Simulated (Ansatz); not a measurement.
## What a change does: single-point calculation on ZrSe₂

System: ZrSe₂ (slab, 6 atoms in the cell).
Method of the first run: DFT, PBE, dispersion d3bj, plane waves, PAW, PAW set soft_1, no spin polarisation (Ansatz 0.2.0).

The structure derives from an entry of the Crystallography Open Database. Text and figures count atoms from 1; the logs count them from 0 in places.

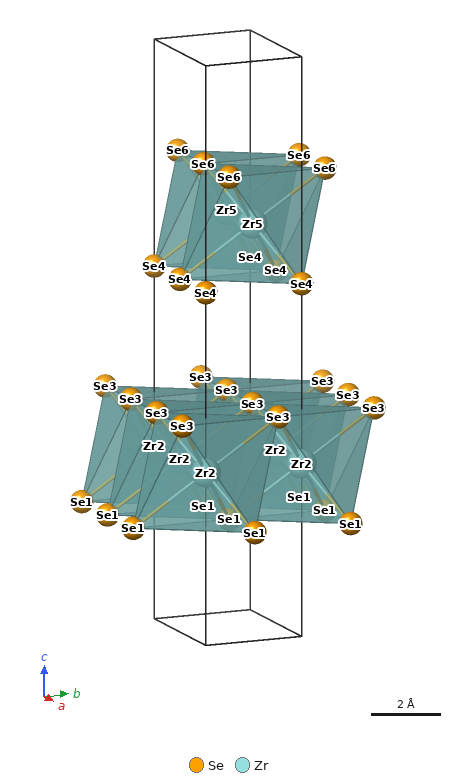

Figure 1. The structure as given in the input (polyhedral view of the 2 × 1 repeat of the cell, with the vacuum cut short, seen slightly off an axis; polyhedra are completed across the faces of the cell; atoms are numbered from 1 in the order of the input).

## The input, the first run
```yaml
crystal:
  lattice:
    - [3.7546299408, 0.0, 0.0]
    - [-1.8773149704, 3.2516049106, 0.0]
    - [0.0, 0.0, 23.8752160697]
  atoms:
    - { symbol: Se, position: [0.6666666667, 0.3333333333, 0.1884799696] }
    - { symbol: Zr, position: [0.0, 0.0, 0.2552355547] }
    - { symbol: Se, position: [0.3333333333, 0.6666666667, 0.3219911398] }
    - { symbol: Se, position: [1.0, 1.0, 0.4773824036] }
    - { symbol: Zr, position: [0.3333333333, 0.6666666667, 0.5441379887] }
    - { symbol: Se, position: [0.6666666667, 1.3333333333, 0.6108935738] }
basis:
  ecutrho_ratio: 12
kpoints:
  mp_grid: { grid: [9, 9, 1] }
hamiltonian:
  xc: pbe
  pseudopotentials: { kind: paw, azcp: { folder: soft_1 } }
  dispersion: d3bj
scf:
  occupations: { method: gaussian, width: 0.05 }
  mixing: { preconditioner: none }
output:
  forces: true
  eigenvalues: true
efield:
  axis: 3
  dipole_correction: true
  ramp_width: 0.04
```

Command:
```bash
ansatz run input.yaml --threads 2 --pin off --max-ram 6144MiB --backend cpu --events-out ev --progress --plain --runs-dir out
```

Hardware: 2 threads of Intel Xeon (Sapphire Rapids), 64 GiB of memory available, shared host.

## Output, shortened to warnings, some set-up lines, iterations and results (the first run)
```
Basis set: ecut = 420 eV, 5719 PW (Γ), exchange–correlation on 90×90×576 points (8 copies of the dense FFT grid, shifted against one another)
Symmetry: 6 space group operations
k-points: 12 of 81 (time reversal used)
Initial density: superposition of atomic densities (neutral atoms: chi_scale 0, normalization atom)
[...]
SCF iter   1: F=—  HF=-30254.984039 eV  |F-HF|=—  |Δ(HF+E_count)|=         —  Δρ=2.74e-2  dr2=3.35e0  ethr=3.10e-3  p=-0.000 e·Å  D=-5.07e-10 V/Å  ΔV_dip=0.00 eV  …
SCF iter   2: F=—  HF=-30254.224303 eV  |F-HF|=—  |Δ(HF+E_count)|=   7.60e-1  Δρ=1.43e-2  dr2=1.12e0  ethr=3.10e-3  p=-0.000 e·Å  D=-3.63e-5 V/Å  ΔV_dip=0.00 eV  …
SCF iter   3: F=—  HF=-30254.184980 eV  |F-HF|=—  |Δ(HF+E_count)|=   3.93e-2  Δρ=9.68e-3  dr2=8.36e-1  ethr=1.28e-3  p=0.001 e·Å  D=3.83e-4 V/Å  ΔV_dip=-0.01 eV  …
SCF iter   4: F=—  HF=-30254.059425 eV  |F-HF|=—  |Δ(HF+E_count)|=   1.26e-1  Δρ=4.07e-3  dr2=8.83e-2  ethr=9.50e-4  p=-0.001 e·Å  D=-3.35e-4 V/Å  ΔV_dip=0.01 eV  …
SCF iter   5: F=—  HF=-30254.082823 eV  |F-HF|=—  |Δ(HF+E_count)|=   2.34e-2  Δρ=3.42e-3  dr2=2.89e-1  ethr=1.00e-4  p=0.001 e·Å  D=9.06e-4 V/Å  ΔV_dip=-0.02 eV  …
SCF iter   6: F=—  HF=-30254.056910 eV  |F-HF|=—  |Δ(HF+E_count)|=   2.59e-2  Δρ=4.80e-4  dr2=6.59e-4  ethr=1.00e-4  p=-0.000 e·Å  D=-5.10e-5 V/Å  ΔV_dip=0.00 eV  …
SCF iter   7: F=—  HF=-30254.056762 eV  |F-HF|=—  |Δ(HF+E_count)|=   1.48e-4  Δρ=1.36e-4  dr2=9.47e-5  ethr=7.49e-7  p=0.001 e·Å  D=3.72e-4 V/Å  ΔV_dip=-0.01 eV  …
SCF iter   8: F=—  HF=-30254.056814 eV  |F-HF|=—  |Δ(HF+E_count)|=   5.27e-5  Δρ=9.08e-5  dr2=1.42e-4  ethr=1.08e-7  p=-0.002 e·Å  D=-9.87e-4 V/Å  ΔV_dip=0.02 eV  …
SCF iter   9: F=—  HF=-30254.056794 eV  |F-HF|=—  |Δ(HF+E_count)|=   2.08e-5  Δρ=2.89e-5  dr2=6.00e-6  ethr=1.08e-7  p=0.000 e·Å  D=8.96e-5 V/Å  ΔV_dip=-0.00 eV  …
SCF iter  10: F=—  HF=-30254.056793 eV  |F-HF|=—  |Δ(HF+E_count)|=   7.55e-7  Δρ=1.46e-5  dr2=7.75e-7  ethr=6.82e-9  p=-0.000 e·Å  D=-1.67e-5 V/Å  ΔV_dip=0.00 eV  …
SCF iter  11: F=-30254.056793 eV  HF=-30254.056793 eV  |F-HF|=1.95e-9  |Δ(HF+E_count)|=   3.00e-8  Δρ=4.08e-6  dr2=2.72e-8  ethr=1.14e-10  p=0.000 e·Å  D=1.97e-6 V/Å  …
SCF 1 converged in 11 iterations: F = -30254.056793 eV  dr2 = 2.72e-8
SCF converged after 11 iterations
Stability not checked: this state was not tested for a lower state beside it, because the mixer in use, unlike msr1, does not test its closes by its own steps (another_mixer; see scf.mixing.algorithm and scf.lower_state_search)
Free energy (F): -30254.056793 eV
Harris-Foulkes:  -30254.056793 eV  (|F-HF|=1.95e-9)
Internal energy: -30254.056793 eV  (E = F + TS)
E sigma→0 (E₀):  -30254.056793 eV
Entropy (-TS):   -0.000000 eV (-0.000 meV/atom)
Fermi energy:    2.053614 eV
Dipole field:    D = -0.000018 V/Å  (p = -0.000029 e·Å, saw-weighted, corrected)
Work function:   Φ+ = 5.3446 eV   Φ− = 5.3442 eV
Levels:          The Fermi level and band energies are counted from a zero that moves with the ramp; work functions are not
--- Per-component energies (eV) ---
  E_band       = -2394.132052
  E_kinetic    = 1074.521171
  E_local      = -61589.303282  (includes V_loc(G=0)·N_el)
  E_nonlocal   = -1272.375898
  E_hartree    = 30530.819120
  E_xc         = -651.720552
  E_vxc        = -729.359302  (∫ρ·V_xc dr)
  E_paw        = -14446.606948  (= ΣΔE_a)
  E_vpaw       = -939.239977  (= ΣTr[D̂ρ^β])
  E_aug_tail   = -0.000000  (compensation charges beyond the density's cutoff)
  E_efield     = 0.000000  (sawtooth field / dipole correction)
  E_vefield    = 0.000000  (∫n·V_field dr)
  E_ewald      = 16102.468624
  E_disp       = -1.859027  (pairwise vdW)
  E_smearing   = -0.000000  (= −TS)
  E_closure    = 0.000000  (closes the sum)
  Σ components = -30254.056793   (vs F -30254.056793, Δ=0.00e0)
--- Forces (eV/Å), atoms counted from 1 ---
  atom   1  Se     0.00000000     0.00000000     0.00863301
  atom   2  Zr     0.00000000    -0.00000000     0.04007826
  atom   3  Se     0.00000000    -0.00000000     0.07821992
  atom   4  Se    -0.00000000     0.00000000    -0.07817470
  atom   5  Zr    -0.00000000     0.00000000    -0.04010519
  atom   6  Se    -0.00000000    -0.00000000    -0.00864879
  max |Σ_I F_I| component: 2.51e-6 eV/Å
```

For the second run the input was changed thus:
```diff
-  ecutrho_ratio: 12
+  ecutwfc: 420
-  mixing: { preconditioner: none }
```

Predict how the results change.

The energy doesn't change within 0.01 meV per atom. The number of SCF iterations is the same.

## Output, shortened to warnings, some set-up lines, iterations and results (the second run)
```
Basis set: ecut = 420 eV, 5719 PW (Γ), exchange–correlation on 54×54×320 points (8 copies of the dense FFT grid, shifted against one another)
Symmetry: 6 space group operations
k-points: 12 of 81 (time reversal used)
Initial density: superposition of atomic densities (neutral atoms: chi_scale 0, normalization atom)
[...]
SCF iter   1: F=—  HF=-30254.984014 eV  |F-HF|=—  |Δ(HF+E_count)|=         —  Δρ=2.74e-2  dr2=3.35e0  ethr=3.10e-3  p=0.000 e·Å  D=2.26e-6 V/Å  ΔV_dip=-0.00 eV  …
SCF iter   2: F=—  HF=-30254.166217 eV  |F-HF|=—  |Δ(HF+E_count)|=   8.18e-1  Δρ=1.21e-2  dr2=6.74e-1  ethr=3.10e-3  p=-0.000 e·Å  D=-9.28e-6 V/Å  ΔV_dip=0.00 eV  …
SCF iter   3: F=—  HF=-30254.063206 eV  |F-HF|=—  |Δ(HF+E_count)|=   1.03e-1  Δρ=6.19e-3  dr2=1.27e-1  ethr=7.66e-4  p=0.000 e·Å  D=5.05e-5 V/Å  ΔV_dip=-0.00 eV  …
SCF iter   4: F=—  HF=-30254.054014 eV  |F-HF|=—  |Δ(HF+E_count)|=   9.19e-3  Δρ=1.69e-3  dr2=9.29e-3  ethr=1.44e-4  p=-0.000 e·Å  D=-3.71e-5 V/Å  ΔV_dip=0.00 eV  …
SCF iter   5: F=—  HF=-30254.056578 eV  |F-HF|=—  |Δ(HF+E_count)|=   2.56e-3  Δρ=3.82e-4  dr2=1.02e-3  ethr=1.06e-5  p=0.000 e·Å  D=1.57e-4 V/Å  ΔV_dip=-0.00 eV  …
SCF iter   6: F=—  HF=-30254.056945 eV  |F-HF|=—  |Δ(HF+E_count)|=   3.67e-4  Δρ=2.69e-4  dr2=2.24e-3  ethr=1.16e-6  p=-0.001 e·Å  D=-3.62e-4 V/Å  ΔV_dip=0.01 eV  …
SCF iter   7: F=—  HF=-30254.056763 eV  |F-HF|=—  |Δ(HF+E_count)|=   1.82e-4  Δρ=1.01e-4  dr2=8.44e-5  ethr=1.16e-6  p=0.000 e·Å  D=1.66e-5 V/Å  ΔV_dip=-0.00 eV  …
SCF iter   8: F=—  HF=-30254.056820 eV  |F-HF|=—  |Δ(HF+E_count)|=   5.68e-5  Δρ=2.74e-5  dr2=3.80e-6  ethr=9.59e-8  p=-0.000 e·Å  D=-1.52e-5 V/Å  ΔV_dip=0.00 eV  …
SCF iter   9: F=—  HF=-30254.056821 eV  |F-HF|=—  |Δ(HF+E_count)|=   1.79e-6  Δρ=1.52e-5  dr2=1.46e-6  ethr=4.31e-9  p=0.000 e·Å  D=3.27e-5 V/Å  ΔV_dip=-0.00 eV  …
SCF iter  10: F=—  HF=-30254.056822 eV  |F-HF|=—  |Δ(HF+E_count)|=   1.27e-7  Δρ=7.56e-6  dr2=1.13e-6  ethr=1.66e-9  p=-0.000 e·Å  D=-7.56e-5 V/Å  ΔV_dip=0.00 eV  …
SCF iter  11: F=-30254.056821 eV  HF=-30254.056821 eV  |F-HF|=1.50e-8  |Δ(HF+E_count)|=   1.57e-7  Δρ=1.17e-6  dr2=6.73e-9  ethr=1.14e-10  p=0.000 e·Å  D=9.86e-7 V/Å  …
SCF 1 converged in 11 iterations: F = -30254.056821 eV  dr2 = 6.73e-9
SCF converged after 11 iterations
Free energy (F): -30254.056821 eV
Harris-Foulkes:  -30254.056821 eV  (|F-HF|=1.50e-8)
Internal energy: -30254.056821 eV  (E = F + TS)
E sigma→0 (E₀):  -30254.056821 eV
Entropy (-TS):   -0.000000 eV (-0.000 meV/atom)
Fermi energy:    2.053648 eV
Dipole field:    D = 0.000003 V/Å  (p = 0.000005 e·Å, saw-weighted, corrected)
Work function:   Φ+ = 5.3444 eV   Φ− = 5.3445 eV
Levels:          The Fermi level and band energies are counted from a zero that moves with the ramp; work functions are not
--- Per-component energies (eV) ---
  E_band       = -2394.126787
  E_kinetic    = 1074.520123
  E_local      = -61589.295224  (includes V_loc(G=0)·N_el)
  E_nonlocal   = -1272.376415
  E_hartree    = 30530.813732
  E_xc         = -651.720470
  E_vxc        = -729.359217  (∫ρ·V_xc dr)
  E_paw        = -14446.606603  (= ΣΔE_a)
  E_vpaw       = -939.243563  (= ΣTr[D̂ρ^β])
  E_aug_tail   = -0.001562  (compensation charges beyond the density's cutoff)
  E_efield     = 0.000000  (sawtooth field / dipole correction)
  E_vefield    = 0.000000  (∫n·V_field dr)
  E_ewald      = 16102.468624
  E_disp       = -1.859027  (pairwise vdW)
  E_smearing   = -0.000000  (= −TS)
  E_closure    = -0.000000  (closes the sum)
  Σ components = -30254.056821   (vs F -30254.056821, Δ=0.00e0)
--- Forces (eV/Å), atoms counted from 1 ---
  atom   1  Se     0.00000000     0.00000000     0.00862924
  atom   2  Zr     0.00000000    -0.00000000     0.04009071
  atom   3  Se     0.00000000    -0.00000000     0.07819350
  atom   4  Se    -0.00000000     0.00000000    -0.07819606
  atom   5  Zr    -0.00000000     0.00000000    -0.04009656
  atom   6  Se     0.00000000    -0.00000000    -0.00862926
  max |Σ_I F_I| component: 8.43e-6 eV/Å
```

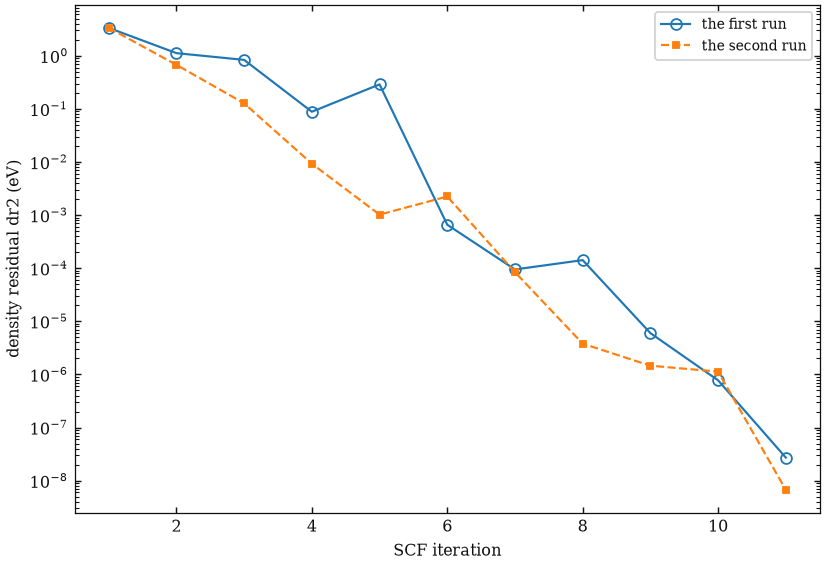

Figure 2. Convergence of the two runs: density residual dr2 against the SCF iteration. The first run takes 11 iterations in all, and the second run takes 11.

## The two runs side by side

| quantity | the first run | the second run |
| --- | --- | --- |
| outcome | converged | converged |
| free energy per atom (eV) | −5042.3428 | −5042.3428 |
| gap on the mesh (eV) | 0.34 | 0.34 |
| largest force (eV/Å) | 0.078 | 0.078 |
| SCF iterations | 11 | 11 |
| irreducible k-points | 12 | 12 |
| plane waves at Γ | 5719 | 5719 |
| work function (eV) | – | 5.34 |
| wall time (shared host) | 8.9 s | 7.3 s |
